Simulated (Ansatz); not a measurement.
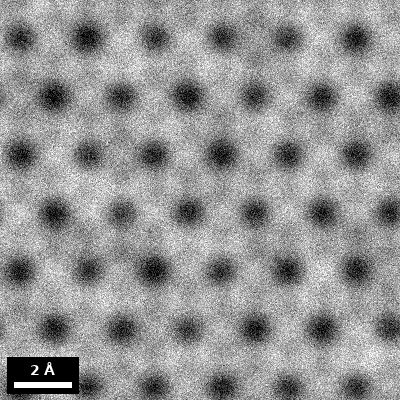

HRTEM-like image of W (Fd-3m, No. 227) along [111]. Simulated in the weak-phase-object approximation with neutral-atom potentials: 200 kV, Cs = 40 µm, defocus −120 Å (negative is underfocus), defocus spread 12 Å, aperture 0.96 1/Å. Shot noise and the speckle of an amorphous layer were added. Model: the end point of a relaxation with Ansatz 0.2.0, DFT, PBEsol, plane waves (420 eV) with PAW, scalar-relativistic; the starting structure was generated, so it need not be a known form of this composition.

Do the atom columns appear dark or bright, and why?

Answer. Dark. With positive Cs and underfocus sin χ is negative over the pass band, so the strongest columns (W) come out darker than the background.

What point resolution do these settings give, and which lattice spacings pass?

Answer. About 1.0 Å (0.66 |Cs|^(1/4) λ^(3/4) with λ = 0.0251 Å). The spacings that carry visible contrast are {220} at 2.04 Å, {422} at 1.18 Å.
